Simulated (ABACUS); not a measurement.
# Run report: GaSb, band-structure run (part 2 of 2)

GaSb (F-43m, 2 atoms in the cell); Kohn-Sham DFT of a periodic cell, PBEsol, SG15 ONCV 1.2 PBE, no spin polarisation (ABACUS 3.10.1); cutoff 1360.57 eV, 7×7×7 k-mesh, fermi-dirac of 0.05 eV. The structure derives from an entry of the Crystallography Open Database.

Geometry of the input (Å; fractional positions):
```
4.3261  0.0000  0.0000
2.1630  3.7465  0.0000
2.1630  1.2488  3.5322
Sb 0.7500  0.7500  0.7500
Ga 0.0000  0.0000  0.0000
```

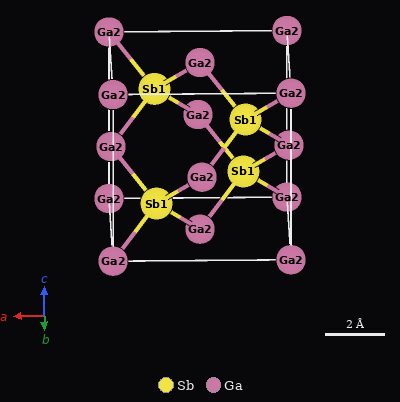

The input geometry (ball-and-stick view of the cell 4 times as large as that of the calculation, set on its symmetry axes, seen at an oblique angle; atoms are numbered from 1 in the order of the input).

## Output, continued
```
----------------------------------------------------------
     Energy           Rydberg                 eV
----------------------------------------------------------
 E_KohnSham     -271.8766880790      -3699.0721112436
 E_Harris       -273.4619472405      -3720.6406686464
 E_Fermi        0.6878650791         9.3588845314
----------------------------------------------------------

 LCAO ALGORITHM --------------- ION=   1  ELEC=   2--------------------------------

 Density error is 0.0115701518228
----------------------------------------------------------
     Energy           Rydberg                 eV
----------------------------------------------------------
 E_KohnSham     -271.8818500626      -3699.1423436324
 E_Harris       -271.7291207624      -3697.0643548986
 E_Fermi        0.6815211320         9.2725707028
----------------------------------------------------------

 LCAO ALGORITHM --------------- ION=   1  ELEC=   3--------------------------------

 Density error is 0.00356145118419
----------------------------------------------------------
     Energy           Rydberg                 eV
----------------------------------------------------------
 E_KohnSham     -271.8820937736      -3699.1456594908
 E_Harris       -271.8337850417      -3698.4883854742
 E_Fermi        0.6837531024         9.3029382181
----------------------------------------------------------

 LCAO ALGORITHM --------------- ION=   1  ELEC=   4--------------------------------

 Density error is 0.00063982656569
----------------------------------------------------------
     Energy           Rydberg                 eV
----------------------------------------------------------
 E_KohnSham     -271.8821194205      -3699.1460084352
 E_Harris       -271.8539843751      -3698.7632115037
 E_Fermi        0.6855836724         9.3278443999
----------------------------------------------------------

 LCAO ALGORITHM --------------- ION=   1  ELEC=   5--------------------------------

 Density error is 0.000137316165097
----------------------------------------------------------
     Energy           Rydberg                 eV
----------------------------------------------------------
 E_KohnSham     -271.8821218777      -3699.1460418674
 E_Harris       -271.8766796598      -3699.0719966944
 E_Fermi        0.6859141833         9.3323412325
----------------------------------------------------------

 LCAO ALGORITHM --------------- ION=   1  ELEC=   6--------------------------------

 Density error is 1.466504564e-05
----------------------------------------------------------
     Energy           Rydberg                 eV
----------------------------------------------------------
 E_KohnSham     -271.8821219177      -3699.1460424112
 E_Harris       -271.8817822427      -3699.1414208959
 E_Fermi        0.6860542844         9.3342474056
----------------------------------------------------------

 LCAO ALGORITHM --------------- ION=   1  ELEC=   7--------------------------------

 Density error is 1.1234367764e-06
----------------------------------------------------------
     Energy           Rydberg                 eV
----------------------------------------------------------
 E_KohnSham     -271.8821219180      -3699.1460424156
 E_Harris       -271.8820361012      -3699.1448748179
 E_Fermi        0.6860655857         9.3344011677
----------------------------------------------------------

 LCAO ALGORITHM --------------- ION=   1  ELEC=   8--------------------------------

 Density error is 1.7404925226e-07
----------------------------------------------------------
     Energy           Rydberg                 eV
----------------------------------------------------------
 E_KohnSham     -271.8821219180      -3699.1460424156
 E_Harris       -271.8821399584      -3699.1462878675
 E_Fermi        0.6860671751         9.3344227925
----------------------------------------------------------

 LCAO ALGORITHM --------------- ION=   1  ELEC=   9--------------------------------

 Density error is 2.95220731497e-08
----------------------------------------------------------
     Energy           Rydberg                 eV
----------------------------------------------------------
 E_KohnSham     -271.8821219179      -3699.1460424148
 E_KS(sigma->0) -271.8821043411      -3699.1458032701
 E_Harris       -271.8821216014      -3699.1460381076
 E_band         -15.7751257480       -214.6315968400
 E_one_elec     -138.1859072469      -1880.1157218572
 E_Hartree      83.0515410609        1129.9741861095
 E_xc           -33.4480450411       -455.0839995193
 E_Ewald        -183.2996755373      -2493.9200288585
 E_entropy(-TS) -0.0000351536        -0.0004782893
 E_descf        0.0000000000         0.0000000000
 E_exx          0.0000000000         0.0000000000
 E_Fermi        0.6860669548         9.3344197949
----------------------------------------------------------

 charge density convergence is achieved
 final etot is -3699.1460424 eV
 EFERMI = 9.3344197949 eV
The vacuum level is 11.713558716 eV

 STATE ENERGY(eV) AND OCCUPATIONS    NSPIN == 1
 1/20 kpoint (Cartesian) = 0.0000 0.0000 0.0000 (1592 pws)
       1       -19.3828     0.00583090
       2       -19.3828     0.00583090
       3       -19.3828     0.00583090
       4       -19.3421     0.00583090
       5       -19.3421     0.00583090
       6       -5.53956     0.00583090
       7       -5.53956     0.00583090
       8       -5.53956     0.00583090
       9       -5.48300     0.00583090
      10       -5.48300     0.00583090
      11       -2.23710     0.00583090
      12        9.22187     0.00527547
      13        9.22187     0.00527547
      14        9.22187     0.00527547
      15        9.38150     0.00163601
      16        12.0339    2.08102e-26
      17        12.0339    2.08102e-26
      18        12.0339    2.08102e-26
      19        15.9217    3.54377e-60
      20        17.9824    4.47180e-78
      21        17.9824    4.47180e-78
      22        19.7935        0.00000
      23        19.7935        0.00000
      24        19.7935        0.00000

 2/20 kpoint (Cartesian) = 0.033022 0.019065 0.013481 (1621 pws)
       1       -19.3825      0.0466472
       2       -19.3822      0.0466472
       3       -19.3822      0.0466472
       4       -19.3420      0.0466472
       5       -19.3420      0.0466472
       6       -5.54512      0.0466472
       7       -5.53693      0.0466472
       8       -5.53693      0.0466472
       9       -5.48330      0.0466472
      10       -5.48330      0.0466472
      11       -2.03832      0.0466472
      12        6.92319      0.0466472
      13        8.90669      0.0466382
      14        8.90669      0.0466382
      15        10.3391    8.75786e-11
      16        12.4780    2.31343e-29
      17        12.4780    2.31343e-29
      18        12.9835    9.39628e-34
      19        16.9491    3.37590e-68
      20        17.2241    1.37899e-70
      21        17.2241    1.37899e-70
      22        20.0505        0.00000
      23        21.7447        0.00000
      24        21.7447        0.00000

 3/20 kpoint (Cartesian) = 0.066045 0.038131 0.026963 (1614 pws)
       1       -19.3822      0.0466472
       2       -19.3809      0.0466472
       3       -19.3809      0.0466472
       4       -19.3417      0.0466472
       5       -19.3417      0.0466472
       6       -5.55810      0.0466472
       7       -5.53138      0.0466472
       8       -5.53138      0.0466472
       9       -5.48365      0.0466472
      10       -5.48365      0.0466472
      11       -1.47398      0.0466472
      12        4.66278      0.0466472
      13        8.40536      0.0466472
      14        8.40536      0.0466472
      15        9.96768    1.47362e-07
      16        12.9920    7.93693e-34
      17        12.9920    7.93693e-34
      18        15.2466    2.07280e-53
      19        17.5004    5.49720e-73
      20        17.5004    5.49720e-73
      21        17.8601    4.12594e-76
      22        20.7386        0.00000
      23        24.5649        0.00000
      24        24.5649        0.00000

 4/20 kpoint (Cartesian) = 0.099067 0.057196 0.040444 (1612 pws)
       1       -19.3820      0.0466472
       2       -19.3799      0.0466472
       3       -19.3799      0.0466472
       4       -19.3414      0.0466472
       5       -19.3414      0.0466472
       6       -5.56852      0.0466472
       7       -5.52752      0.0466472
       8       -5.52752      0.0466472
       9       -5.48331      0.0466472
      10       -5.48331      0.0466472
      11      -0.768316      0.0466472
      12        3.07968      0.0466472
      13        8.10138      0.0466472
      14        8.10138      0.0466472
      15        9.67537    5.09160e-05
      16        13.0164    4.87230e-34
      17        13.0164    4.87230e-34
      18        17.0461    4.85280e-69
      19        17.9517    6.60161e-77
      20        19.1582    2.19068e-87
      21        19.1582    2.19068e-87
      22        20.6122        0.00000
      23        21.9167        0.00000
      24        21.9167        0.00000

 5/20 kpoint (Cartesian) = 0.033022 0.019065 -0.026963 (1623 pws)
       1       -19.3833      0.0349854
       2       -19.3816      0.0349854
       3       -19.3816      0.0349854
       4       -19.3424      0.0349854
       5       -19.3415      0.0349854
       6       -5.54996      0.0349854
       7       -5.53425      0.0349854
       8       -5.53425      0.0349854
       9       -5.48495      0.0349854
      10       -5.48227      0.0349854
      11       -1.96286      0.0349854
      12        6.88189      0.0349854
      13        8.39245      0.0349854
      14        8.39245      0.0349854
      15        11.0242    7.35967e-17
      16        11.8527    4.67958e-24
      17        13.2543    3.13379e-36
      18        13.2543    3.13379e-36
      19        16.2614    2.38239e-62
      20        17.2380    7.84530e-71
      21        18.2821    6.68197e-80
      22        20.8305        0.00000
      23        20.8305        0.00000
      24        22.7847        0.00000

 6/20 kpoint (Cartesian) = 0.066045 0.0000 0.040444 (1623 pws)
       1       -19.3832       0.139942
       2       -19.3804       0.139942
       3       -19.3803       0.139942
       4       -19.3425       0.139942
       5       -19.3410       0.139942
       6       -5.56063       0.139942
       7       -5.52944       0.139942
       8       -5.52850       0.139942
       9       -5.48669       0.139942
      10       -5.48196       0.139942
      11       -1.51591       0.139942
      12        5.16638       0.139942
      13        7.73342       0.139942
      14        7.87966       0.139942
      15        11.1156    4.72615e-17
      16        12.1715    3.18470e-26
      17        14.0181    2.91030e-42
      18        14.2426    3.26908e-44
      19        16.6330    5.63481e-65
      20        18.4708    6.14621e-81
      21        18.5913    5.51232e-82
      22        21.1901        0.00000
      23        23.0259        0.00000
      24        25.0651        0.00000

[... levels at 14 further k points ...]

 correction force for each atom along direction 1 is -0.00451200
 correction force for each atom along direction 2 is -0.0105739
 correction force for each atom along direction 3 is -0.00632714
------------------------------------------------------------------------------------------
 TOTAL-FORCE (eV/Angstrom)
------------------------------------------------------------------------------------------
                       Sb1         0.0000000000         0.0000000000         0.0000000000
                       Ga1         0.0000000000         0.0000000000         0.0000000000
------------------------------------------------------------------------------------------

----------------------------------------------------------------
 TOTAL-STRESS (KBAR)
----------------------------------------------------------------
         9.2583375912        -0.0000000000         0.0000000000
        -0.0000000000         9.2583375914         0.0000000000
         0.0000000000        -0.0000000000         9.2583375913
----------------------------------------------------------------
 TOTAL-PRESSURE: 9.258338 KBAR

 --------------------------------------------
 !FINAL_ETOT_IS -3699.1460424147780941 eV
 --------------------------------------------
```

## Standard output
```
ABACUS v3.10.1

               Atomic-orbital Based Ab-initio Computation at UStc

 dft_functional readin is: pbesol
 dft_functional in pseudopot file is: PBE
 Please make sure this is what you need
 dft_functional readin is: pbesol
 dft_functional in pseudopot file is: PBE
 Please make sure this is what you need

%%%%%%%%%%%%%%%%%%%%%%%%%%%%%%%%%%%%%%%%%%%%%%%%%%%%%%%%%%%%%%%%%%%%%%%%%%%%%%%%%%%%%%%%%%%%%%%%%%%%%%%%%
 Warning: the number of valence electrons in pseudopotential > 5 for Sb: [Kr] 4d10 5s2 5p3
 Warning: the number of valence electrons in pseudopotential > 3 for Ga: [Ar] 3d10 4s2 4p1
 Pseudopotentials with additional electrons can yield (more) accurate outcomes, but may be less efficient.
 If you're confident that your chosen pseudopotential is appropriate, you can safely ignore this warning.
%%%%%%%%%%%%%%%%%%%%%%%%%%%%%%%%%%%%%%%%%%%%%%%%%%%%%%%%%%%%%%%%%%%%%%%%%%%%%%%%%%%%%%%%%%%%%%%%%%%%%%%%%

 UNIFORM GRID DIM        : 54 * 54 * 54
 UNIFORM GRID DIM(BIG)   : 27 * 27 * 27
 ---------------------------------------------------------
 Self-consistent calculations for electrons
 ---------------------------------------------------------
 SPIN    KPOINTS         PROCESSORS  THREADS     NBASE
 1       20              4           4           36
 ---------------------------------------------------------
 Use Systematically Improvable Atomic bases
 ---------------------------------------------------------
 ELEMENT ORBITALS        NBASE       NATOM       XC
 Sb      2s2p2d-8au      18          1
 Ga      2s2p2d-8au      18          1
 ---------------------------------------------------------
 Initial plane wave basis and FFT box
 ---------------------------------------------------------
 -------------------------------------------
 SELF-CONSISTENT :
 -------------------------------------------
 START CHARGE      : atomic
 ITER       ETOT/eV          EDIFF/eV         DRHO     TIME/s
 GE1     -3.69907211e+03   0.00000000e+00   3.4762e-02   0.47
 GE2     -3.69914234e+03  -7.02323888e-02   1.1570e-02   0.46
 GE3     -3.69914566e+03  -3.31585842e-03   3.5615e-03   0.45
 GE4     -3.69914601e+03  -3.48944400e-04   6.3983e-04   0.43
 GE5     -3.69914604e+03  -3.34321984e-05   1.3732e-04   0.44
 GE6     -3.69914604e+03  -5.43784423e-07   1.4665e-05   0.46
 GE7     -3.69914604e+03  -4.40602784e-09   1.1234e-06   0.53
 GE8     -3.69914604e+03   3.01623812e-11   1.7405e-07   0.43
 GE9     -3.69914604e+03   8.11290715e-10   2.9522e-08   0.44
----------------------------------------------------------------
 TOTAL-STRESS (KBAR)
----------------------------------------------------------------
         9.2583375912        -0.0000000000         0.0000000000
        -0.0000000000         9.2583375914         0.0000000000
         0.0000000000        -0.0000000000         9.2583375913
----------------------------------------------------------------
 TOTAL-PRESSURE: 9.258338 KBAR
```

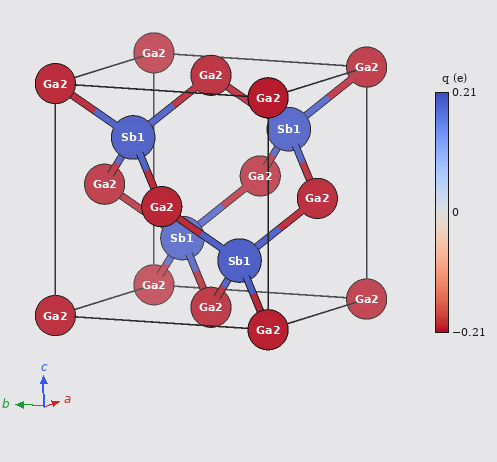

Mulliken charges, as the colour of each atom (ball-and-stick view of the cell 4 times as large as that of the calculation, set on its symmetry axes, seen at an oblique angle; atoms are numbered from 1 in the order of the input). By element: Sb +0.20 and Ga −0.20 e.

## Results in brief

- outcome: converged
- space group (tolerance 0.01 Å): F-43m (216)
- electrons treated: 28
- free energy: −3699.1460 eV
- Fermi energy of the self-consistent step: 9.334 eV
- gap on the k-point mesh: 0.16 eV
- pressure: 0.93 GPa
- largest force (length of the vector): under 0.001 eV/Å
- wall time: 6.4 s (CPU time 23 s)
- peak memory: 0.44 GiB

## Notes

Points of doubt noted for this run: home made orbitals.
